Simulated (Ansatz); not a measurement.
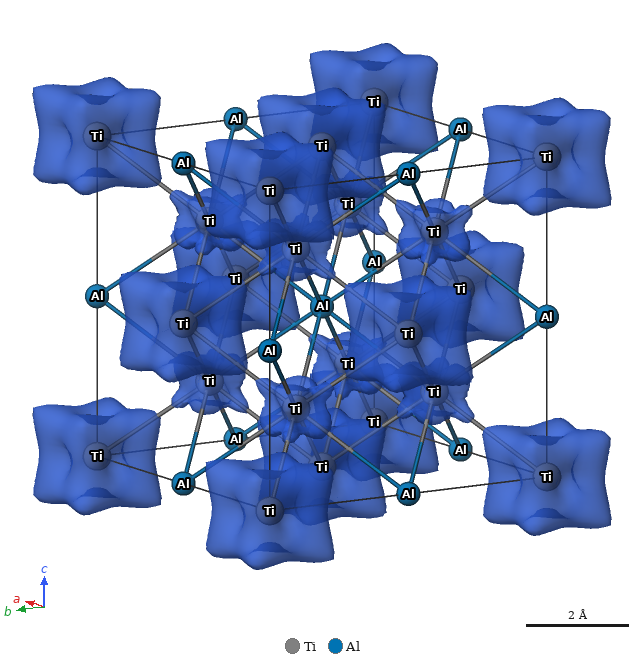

The picture shows: Ti3Al. Isosurfaces of the spin density at +0.08 (blue) and −0.08 e/Å³ (red), seen at an oblique angle. Sticks mark near contacts.

Space group Fm-3m; a structure from a database of computed crystals, not necessarily the ambient phase; spin-polarised.

Theory: DFT r2SCAN, scalar-relativistic, plane waves, PAW in Ansatz 0.2.0.

The density is the valence pseudo-density of a PAW calculation; it isn't the true density close to the nuclei.

> Describe the spin distribution.

The spin density sits on Ti: +1.4 μB (×4) in one cell of 16 atoms, with smaller moments on other sites: Ti (up to +0.28 μB) and Al (up to −0.06 μB): parallel moments (a ferromagnetic arrangement) in this solution. The cell of the calculation (4 atoms) carries 2.5 μB of net spin moment. Only one sign reaches the isovalue.
